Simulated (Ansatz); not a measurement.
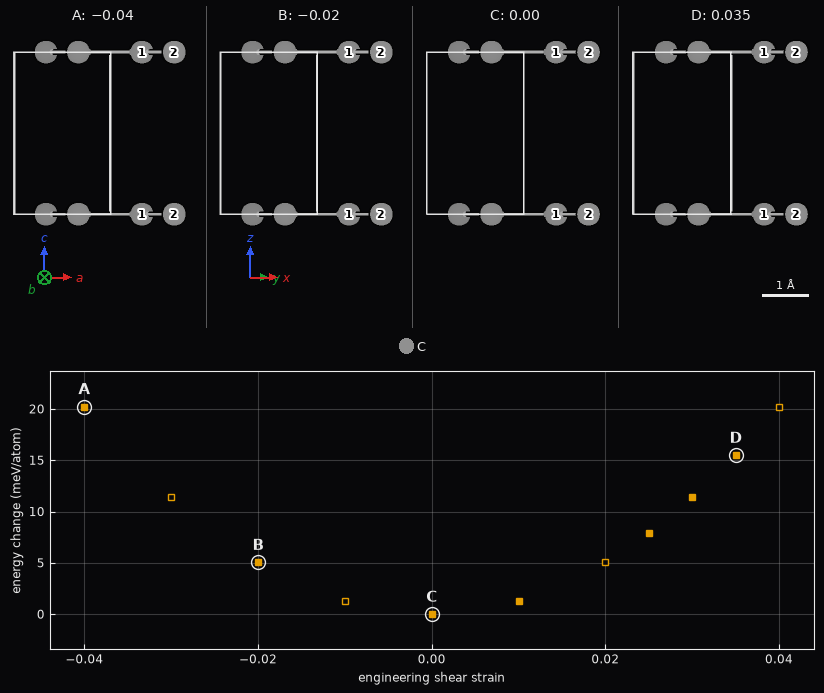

Solid C (P6/mmm): the cell is strained in shear in the xy plane, with the atoms kept at their fractional coordinates. x, y and z are the Cartesian axes of the input. The lettered frames are marked on the plot. Hollow markers are points alike by symmetry, not computed again. Style: ball-and-stick. Shown: the cell of the calculation, repeated 2 × 2 × 1 with one cell outlined, along the b axis.

Theory: DFT PBE+D3(BJ), scalar-relativistic, plane waves, PAW (Ansatz). Settings: plane-wave cutoff 420 eV; k-point mesh 30 × 30 × 18; occupations gaussian; smearing width 0.15 eV; no spin polarisation. Energies (free energies at the smearing named) are counted from the relaxed crystal.

> What does the scan show?

The lowest computed point lies at the strain 0.00 (0.0 meV/atom). The end points stand at 20.2 meV/atom (−0.04) and 20.2 meV/atom (0.04). The curvature at zero strain, (1/V) d²E/dε², is about 430 GPa; it is C₆₆ with clamped ions. The distortion takes the space group from P6/mmm to P2/m. At the strain −0.04 the cell of the drawing goes b 2.465 → 2.508 Å, γ 120.0° → 121.7°.

The computed points:

```tsv
engineering shear strain	energy change (meV/atom)
−0.040	20.2
−0.030	11.4
−0.020	5.1
−0.010	1.3
0.000	0.0
0.010	1.3
0.020	5.1
0.025	7.9
0.030	11.4
0.035	15.5
0.040	20.2
```

Points that are alike by symmetry were computed once.
